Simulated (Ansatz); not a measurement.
## Single-point calculation of Ge

Ge (2 atoms in the cell), computed with DFT r2SCAN, scalar-relativistic, plane waves, PAW, no spin polarisation (Ansatz 0.2.0).

The structure derives from an entry of the Crystallography Open Database. It belongs to a series of runs on one base structure; here: band edges of the strained film's bulk.

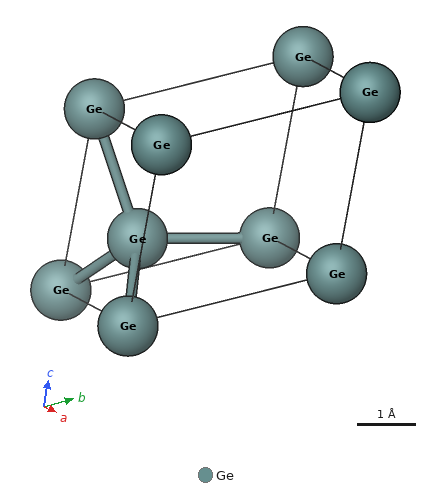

*The structure as given in the input (ball-and-stick view of the reduced cell, seen slightly off an axis). An atom can appear more than once, as a periodic image.*

Key numbers

- outcome: converged
- space group (tolerance 0.01 Å): R-3m (166)
- electrons treated: 28
- free energy: −8605.7442 eV
- Fermi energy: 9.370 eV
- gap on the k-point mesh: 0.29 eV
- gap on the band path: 0.26 eV
- pressure: 4.80 GPa
- largest force (length of the vector): 0.001 eV/Å
- hardware: 2 threads of Arm Neoverse V1, 24 GiB of memory available, shared host
- wall time: 19 s (CPU time 36 s)
- peak memory: 0.55 GiB

Input file
```yaml
crystal:
  lattice:
    - [3.8738995432, 7.0e-10, -9.38282e-05]
    - [-1.936949771, 3.3548954164, 9.38282e-05]
    - [1.9368669859, -1.1182506757, 3.3165203961]
  atoms:
    - { symbol: Ge, position: [-0.0020347933, 0.0020347933, 0.006124778] }
    - { symbol: Ge, position: [0.7520347933, 0.2479652067, 0.743875222] }
basis:
  ecutwfc: 500
kpoints:
  mp_grid: { grid: [9, 9, 10] }
  band_path: { path: [VBM, CBM], npoints: 2 }
hamiltonian:
  xc: r2scan
scf:
  occupations: { method: gaussian, width: 0.02 }
output:
  forces: true
  stress: true
  eigenvalues: true
```

Launched with:
```bash
ansatz run input.yaml --threads 2 --pin off --max-ram 5120MiB --backend cpu --events-out ev --progress --plain --runs-dir out
```

The program's output
```
Engine: ansatz 0.2.0, aarch64-unknown-linux-gnu
Pseudopotentials: kind: paw
Pseudopotential: Ge, paw, valence charge 14, recommended cutoff 500 eV (meta_gga), Ge.paw.azcp
Functional definition: r2SCAN
  parameter k0 = 0.174
  parameter k1 = 0.065
  parameter a1 = 4.9479
  exchange = r2scan_x(k0 = k0, k1 = k1, a1 = a1)
  correlation = r2scan_c
Crystal: 2 atoms, lattice volume = 43.104 Å³
Basis set: ecut = 500 eV, 1099 PW (Γ), exchange–correlation on 120×120×120 points (64 copies of the dense FFT grid, shifted against one another)
Bands: 18, of which v1, the nominal top of the filled ones, is band 14 counted from 1 (13 counted from 0)
Symmetry: 4 space group operations
Space group: C2/m (ITA 12), of the structure as read, at distance tolerance 3.5e-5 Å
k-points: 230 of 810
Non-local potential: Ge, projectors of the file, l = 0: 2, l = 1: 2, l = 2: 3, l = 3: 1
PAW form: soft (Blöchl's): semilocal exchange-correlation on the pseudo side does not see the compensation charge
PAW frozen core: Ge, regenerated for the run's functional (the file was generated under x = pbe(κ = 0.804, μ = 0.2195149727645171), c = pbe(β = 0.06672455060314922))
PAW one-centre angular grid: Ge, 590 points (default); XC on 160 Gauss nodes
Initial density: superposition of atomic densities (neutral atoms: chi_scale 0, normalization atom), corrected by the library's trained network
Initial wavefunctions: pseudopotential atomic-orbital guess
Functional: x = r2scan, c = r2scan; τ floored in thin density (d = 2e-4 eV/Å³)
SCF iter   1: F=—  HF=-8605.731844 eV  |F-HF|=—  |Δ(HF+E_count)|=         —  Δρ=6.72e-3  dr2=6.90e-3  dr2_τ=5.60e-3  ethr=1.77e-3  ⟨swp⟩=6.1  Hψ=19568  notcnv=0
preconditioner: auto → none  [insulator: Δε(μ)=0.269 eV  Ē_g=24.665 eV  σ=0.020 eV  W_gap=1.00  n_scr=14 (ndim 8)  ℏωp=29.9 eV  f_vac=0.059  D(μ)=0.00/eV (n_scr^D=0)  ε∞_Penn≈2.5]
SCF iter   2: F=—  HF=-8605.744216 eV  |F-HF|=—  |Δ(HF+E_count)|=   1.24e-2  Δρ=1.51e-3  dr2=5.18e-4  dr2_τ=2.83e-5  ethr=2.46e-5  ⟨swp⟩=2.8  Hψ=10359  notcnv=0
SCF iter   3: F=—  HF=-8605.744165 eV  |F-HF|=—  |Δ(HF+E_count)|=   5.15e-5  Δρ=1.07e-3  dr2=1.59e-4  dr2_τ=2.02e-6  ethr=1.85e-6  ⟨swp⟩=2.0  Hψ=6797  notcnv=0
SCF iter   4: F=—  HF=-8605.744234 eV  |F-HF|=—  |Δ(HF+E_count)|=   6.92e-5  Δρ=9.57e-5  dr2=2.70e-6  dr2_τ=7.49e-8  ethr=5.70e-7  ⟨swp⟩=2.8  Hψ=7505  notcnv=0
SCF iter   5: F=—  HF=-8605.744233 eV  |F-HF|=—  |Δ(HF+E_count)|=   8.51e-7  Δρ=2.46e-5  dr2=1.62e-7  dr2_τ=1.13e-9  ethr=9.64e-9  ⟨swp⟩=2.0  Hψ=7205  notcnv=0
SCF iter   6: F=-8605.744233 eV  HF=-8605.744233 eV  |F-HF|=5.47e-9  |Δ(HF+E_count)|=   4.37e-8  Δρ=3.06e-6  dr2=4.69e-9  dr2_τ=1.85e-10  ethr=3.57e-10  ⟨swp⟩=5.0  Hψ=18171  notcnv=0
SCF 1 converged in 6 iterations: F = -8605.744233 eV  dr2 = 4.69e-9
  greatest PAW one-centre occupation: 0.998 electrons in one spin orbital (limit 2), on the Ge atom at site 1 (counted from 0), in its partial waves of l = 2
```

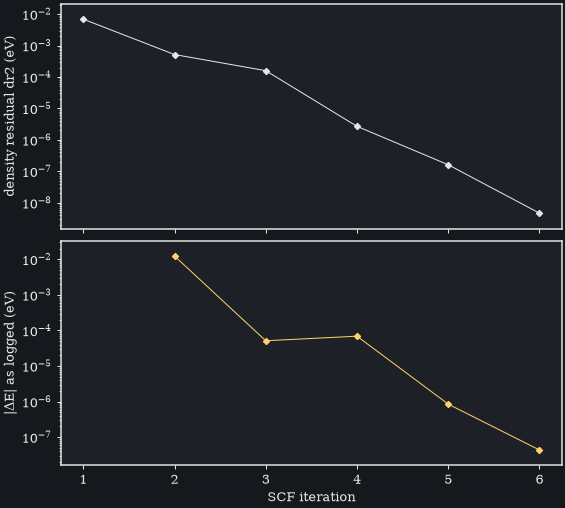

*Convergence of the self-consistent field: density residual dr2 and size of the energy change against the SCF iteration.*

The residual falls at every step.

```
NSCF: frozen V_eff on 68 k-points
NSCF: frozen V_eff on 68 k-points
NSCF: frozen V_eff on 68 k-points
NSCF: frozen V_eff on 68 k-points
NSCF: frozen V_eff on 68 k-points
NSCF: frozen V_eff on 12 k-points
NSCF: frozen V_eff on 17 k-points
NSCF: frozen V_eff on 41 k-points
NSCF: frozen V_eff on 17 k-points
NSCF: frozen V_eff on 17 k-points
NSCF: frozen V_eff on 17 k-points
NSCF: frozen V_eff on 10 k-points
NSCF: frozen V_eff on 3 k-points
SCF converged after 6 iterations
Free energy (F): -8605.744233 eV
Harris-Foulkes:  -8605.744233 eV  (|F-HF|=5.47e-9)
Internal energy: -8605.744233 eV  (E = F + TS)
E sigma→0 (E₀):  -8605.744233 eV
Fermi energy:    9.369792 eV
--- Per-component energies (eV) ---
  E_band       = -301.311448
  E_kinetic    = 223.747675
  E_local      = -4872.564049  (includes V_loc(G=0)·N_el)
  E_nonlocal   = 840.737355
  E_hartree    = 2144.055739
  E_xc         = -139.079211
  E_vxc        = -137.009571  (∫ρ·V_xc dr)
  E_paw        = -4068.622054  (= ΣΔE_a)
  E_vpaw       = -651.987746  (= ΣTr[D̂ρ^β])
  E_aug_tail   = 0.000033  (compensation charges beyond the density's cutoff)
  E_vtau       = 7.651960  (kinetic-family band-sum trace: ∫τ·v_τ [+ j·A + Jᵃ·Aᵃ] dr)
  E_ewald      = -2731.848190
  E_core_change = -2.171532  (= ΣΔE_core)
  E_smearing   = -0.000000  (= −TS)
  E_closure    = -0.000000  (closes the sum)
  Σ components = -8605.744233   (vs F -8605.744233, Δ=0.00e0)
--- Forces (eV/Å), atoms counted from 1 ---
  atom   1  Ge     0.00000056    -0.00000032     0.00060835
  atom   2  Ge    -0.00000056     0.00000032    -0.00060835
  max |Σ_I F_I| component: 0.00e0 eV/Å
--- Stress (GPa, compression-positive) ---
        7.208499       0.002184      -0.000188
        0.002184       7.211021       0.000109
       -0.000188       0.000109      -0.014153
  P = ⅓ Tr σ = 4.8018 GPa (48.018 kbar)
--- Band table (eV; the first three rows and the last of 230) ---
  k-point 0: bands = ["-16.4529", "-16.4528", "-16.4104", "-16.3949", "-16.3949", "-16.1784", "-16.1301", "-16.1300", "-16.1213", "-16.1212", "-4.6439", "8.7185", "9.2235", "9.2240", "9.7741", "11.7051", "11.9706", "11.9706"]
  k-point 1: bands = ["-16.4586", "-16.4586", "-16.4113", "-16.3874", "-16.3874", "-16.1775", "-16.1421", "-16.1421", "-16.1098", "-16.1098", "-4.5199", "6.9162", "8.9920", "8.9924", "11.0196", "12.1448", "12.2823", "12.2823"]
  k-point 2: bands = ["-16.4690", "-16.4689", "-16.4138", "-16.3730", "-16.3730", "-16.1750", "-16.1554", "-16.1553", "-16.0977", "-16.0977", "-4.1557", "4.8124", "8.5407", "8.5410", "10.8754", "12.8706", "12.8707", "14.1863"]
  k-point 229: bands = ["-16.4867", "-16.4773", "-16.3824", "-16.3577", "-16.2613", "-16.2481", "-16.2131", "-16.1773", "-16.0819", "-16.0692", "-0.5516", "-0.1227", "5.0549", "5.9394", "10.3012", "10.4758", "18.8695", "18.8737"]
```
